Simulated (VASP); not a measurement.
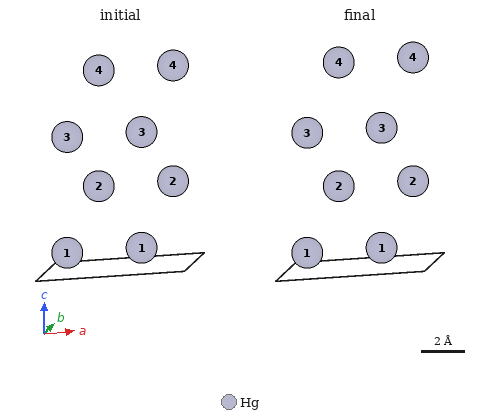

The structure of a slab of composition Hg before (left) and after (right) a relaxation, at one scale.

The picture is a spheres-only view of the 2 × 1 repeat of the cell, outlined in the plane, without the vacuum, seen slightly off an axis.

The run lets the atoms move in a fixed cell. 2 atoms are held fixed.

The calculation used Kohn-Sham DFT of a periodic cell, revPBE with D3, VASP PAW PBE potentials, recommended (VASP).

Input
```
SYSTEM = Hg
PREC     = Accurate       ! precision mode
ENCUT    = 520            ! plane-wave cutoff, eV
EDIFF    = 1E-6           ! SCF threshold, eV
ISMEAR   = -1             ! smearing method
SIGMA    = 0.05           ! smearing width, eV
LREAL    = .FALSE.        ! projectors in reciprocal space
LASPH    = .TRUE.         ! aspherical terms in the spheres
NELM     = 60             ! most SCF steps
ALGO     = Fast           ! electronic algorithm
ISIF     = 2              ! what is computed and relaxed
LWAVE    = .FALSE.        ! write WAVECAR
LCHARG   = .FALSE.        ! write CHGCAR
LDIPOL   = .TRUE.       
IDIPOL   = 3            
DIPOL    = 0.5 0.5 0.500
GGA      = RE             ! functional
IVDW     = 11             ! dispersion correction
IBRION   = 2              ! ionic algorithm
NSW      = 40             ! ionic steps
EDIFFG   = -0.02          ! ionic threshold
```

Launched with:
```bash
cat potpaw_PBE.64/Hg/POTCAR > POTCAR
mpirun -np 1 vasp_std > vasp.out
```

What changed between the two?

After 7 geometry steps the energy has fallen by 37.5 meV per cell of the calculation. The largest force component goes from 0.18 to 0.19 eV/Å. Hg4 moves most: 0.39 Å along the normal (+c). The cell stays as it was. Near-neighbour distances that change, for instance: Hg2–Hg3 3.458 → 3.623 Å, Hg3–Hg4 3.519 → 3.672 Å. It ran on 1 thread of Intel(R) Xeon(R) 6975P-C (Granite Rapids), with other jobs on the host.
